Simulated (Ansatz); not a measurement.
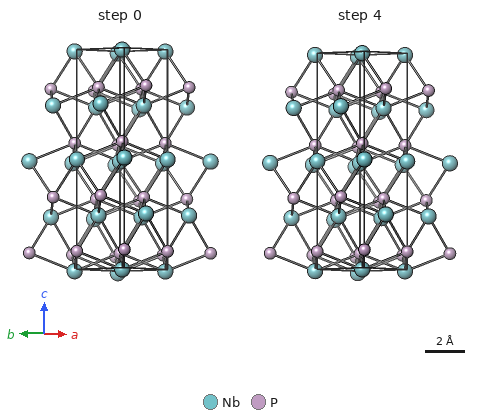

The structure of crystalline NbP (set up in I4_1md) before (left) and after (right) a relaxation, at one scale.

Style: ball-and-stick. Shown: the conventional cell (2 times the calculation's cell), repeated 2 × 2 × 1 with one cell outlined, from a free direction. Lengths and directions refer to the drawn axes.

The run lets cell and atoms move.

These are results of Kohn-Sham DFT of a periodic cell, PBEsol, Ansatz PAW (Ansatz 0.2.0), not measurements.

The input:
```yaml
crystal:
  lattice:
    - [-1.6749232544, 1.6749232544, 5.7401081759]
    - [1.6749232544, -1.6749232544, 5.7401081759]
    - [1.6749232544, 1.6749232544, -5.7401081759]
  atoms:
    - { symbol: Nb, position: [0.2498808, 0.7498808, 0.5] }
    - { symbol: Nb, position: [0.4998808, 0.4998808, 0.0] }
    - { symbol: P, position: [0.83274777, 0.33274777, 0.5] }
    - { symbol: P, position: [0.08274777, 0.08274777, 0.0] }
hamiltonian:
  xc: pbesol
  pseudopotentials: { kind: paw }
kpoints:
  mp_grid: { grid: [11, 11, 11] }
scf:
  occupations: { method: fermi_dirac, width: 0.05 }
output:
  forces: true
  stress: true
  write_density: true
  write_potential: true
  elf: true
  volumetric_format: npy
relax:
  f_tol: 0.01
  max_steps: 40
  cell: { stress_tol: 0.05 }
```

Run as
```bash
ansatz run input.yaml --threads 2 --pin off --max-ram 5632MiB --backend cpu --events-out ev --progress --plain --runs-dir out
```

### Summarise the run.

No atom moves by more than 0.005 Å relative to the cell. The volume changes by −3.4 %, with a = b 3.350 → 3.320 Å (−0.9 %), c 11.480 → 11.292 Å (−1.6 %). Some distances before and after: Nb–Nb 3.323 → 3.275 Å, Nb–P 2.553 → 2.525 Å. The space group stays I4_1md (No. 109). After 3 accepted moves (4 points after the start) the energy has fallen by 11.2 meV per atom. Largest force component: 0.017 eV/Å at the start, 0.0018 eV/Å at the end. Pressure: −6.38 GPa at the start and −0.01 GPa at the end. The SCF was repeated once at an unchanged geometry on a basis and grid sized afresh for the cell, which shifted the energy by 0.1 meV per atom at most.
